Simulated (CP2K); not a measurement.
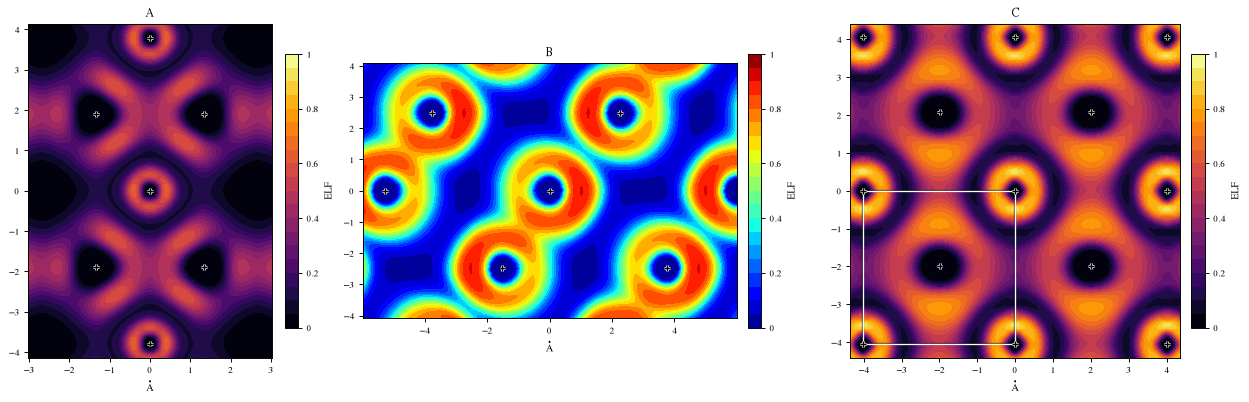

The electron localisation function of the up spins of 3 systems, each on a plane through atoms (crosses mark nuclei in the plane).

Level of theory: Kohn-Sham DFT of a periodic cell, PBEsol, GTH-PBE with UZH-TZVP basis (CP2K 2026.2).

System 1: CoSi$_{2}$, the (110) plane of the conventional cell. Space group Fm-3m; computed pressure about −3 GPa in this cell; spin-polarised, but the moments vanished.

```
Co Si
1.0
     3.78726    2.18658   -3.09229
     0.00000    4.37316    3.09229
     3.78726   -2.18658    3.09229
Co Si
4 8
Direct
  0.00000 0.00000 0.00000
  0.00000 0.50000 0.50000
  0.50000 0.50000 0.00000
  0.50000 0.00000 0.50000
  0.25000 0.75000 0.25000
  0.25000 0.25000 0.75000
  0.75000 0.25000 0.25000
  0.75000 0.75000 0.75000
  0.25000 0.25000 0.25000
  0.25000 0.75000 0.75000
  0.75000 0.75000 0.25000
  0.75000 0.25000 0.75000
```

System 2: TiAl, the (100) plane of the standardised cell. Space group P1; changed on purpose from its base cell (atoms moved at random by about 0.05 A); computed pressure about −3 GPa in this cell.

System 3: Sb, the (110) plane of the conventional cell. Space group R-3m; not relaxed (largest force 0.3 eV/Å); computed pressure about 3 GPa in this cell.

```cif
data_structure
_symmetry_space_group_name_H-M 'P 1'
_symmetry_Int_Tables_number 1
_cell_length_a 4.3084
_cell_length_b 4.3084
_cell_length_c 11.2740
_cell_angle_alpha 90.000
_cell_angle_beta 90.000
_cell_angle_gamma 120.000
_cell_volume 181.23
loop_
_atom_site_label
_atom_site_type_symbol
_atom_site_fract_x
_atom_site_fract_y
_atom_site_fract_z
_atom_site_occupancy
Sb1 Sb 0.33333 0.66667 0.90016 1
Sb2 Sb 0.66667 0.33333 0.56682 1
Sb3 Sb 0.00000 0.00000 0.23349 1
Sb4 Sb 0.00000 0.00000 0.76651 1
Sb5 Sb 0.33333 0.66667 0.43318 1
Sb6 Sb 0.66667 0.33333 0.09984 1
```

Question: Match each panel to its system.

Answer: Panel A is system 1, CoSi$_{2}$: the plane holds Co and Si. Co–Si (2.32 Å): the ELF peaks at about 0.60 in the valence shell of Si, 0.8 Å from its nucleus, and is about 0.30 at the midpoint. Panel B is system 3, Sb: the plane holds Sb. Sb–Sb (2.91 Å): the ELF peaks at about 0.85 between the atoms, as expected for a shared electron pair. Panel C is system 2, TiAl: the plane holds Ti and Al. Ti–Al (2.83 Å): the ELF is about 0.35 at the midpoint.
